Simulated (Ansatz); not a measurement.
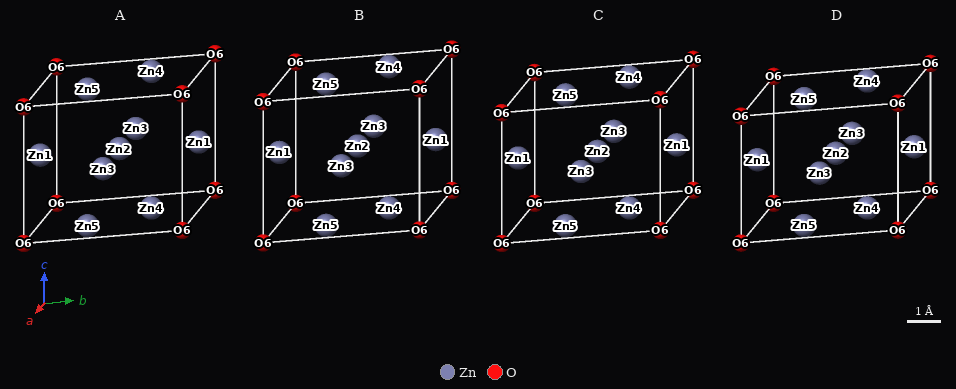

4 geometries from one relaxation of solid Zn5O (a generated structure, set up in P6/mmm) (coarse preliminary run), in shuffled order. Style: ball-and-stick. Shown: the cell of the calculation, slightly off an axis.

These are results of DFT PBE, scalar-relativistic, plane waves, PAW in Ansatz, not measurements. Settings: plane-wave cutoff 420 eV; k-point mesh 6 × 6 × 4; occupations gaussian; smearing width 0.1 eV; collinear spin; cell and atoms relaxed; force threshold 0.04 eV/Å; at most 70 steps.

Order the frames from highest to lowest energy.

Answer. D, C, A, B. They are steps 0, 1, 2, 7, at +72.3 meV per atom, +29.2 meV per atom, +7.8 meV per atom relative to the last. The atoms keep their places relative to the cell (all moves are under 0.005 Å). The drawn cell changes as follows: a = b 5.019 → 5.000 Å (−0.4 %), c 3.967 → 4.416 Å (+11.3 %); the volume changes by +10.5 %. The space group stays P6/mmm (No. 191). The energy falls by 72.3 meV per atom in 5 accepted moves (7 points after the start). All forces vanish by symmetry, so only the cell relaxes. The pressure goes from 10.08 to 0.03 GPa. The SCF was repeated twice at an unchanged geometry on a basis and grid sized afresh for the cell, which shifted the energy by 4.8 meV per atom at most. The run took 3.5 min on 1 thread of Intel(R) Xeon(R) Processor @ 2.50GHz (Skylake/Cascade Lake) (shared host), peak memory 0.48 GiB.

Limits of the set-up: the k-point mesh is coarse for a cell with partly filled bands; layers or molecules are held without a dispersion correction, so their spacing is unreliable.
